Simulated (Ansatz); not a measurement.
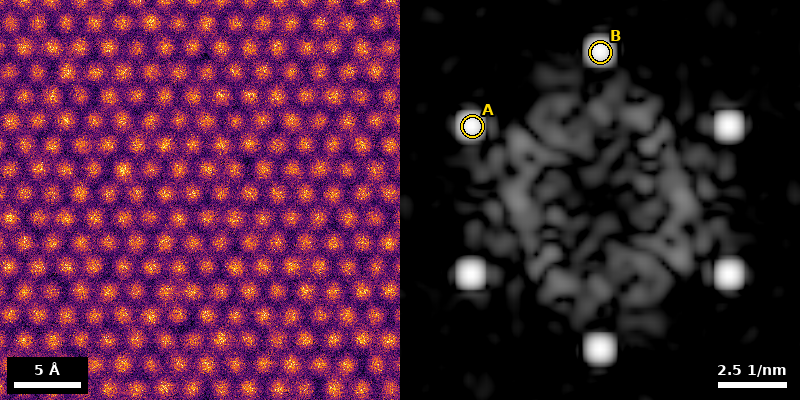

iDPC-like image of a crystal. Simulated as the projected potential of neutral atoms (B = 0.5 Å²) blurred by a 1.01 Å probe, the thin-sample limit of integrated differential phase contrast. Shot noise and the speckle of an amorphous layer were added.

The right panel is the modulus of the image's Fourier transform on a logarithmic scale.

> Which lattice spacings do the marked spots stand for, and what angle do A and B enclose?

A: 1.8 Å, B: 1.8 Å; A and B enclose about 60°.

The crystal is Rh (Pm-3m, No. 221) along [111]; the spots are (-1 1 0) and (0 1 -1). Atomic positions: the input geometry of a calculation; the starting structure was generated, so it need not be a known form of this composition.
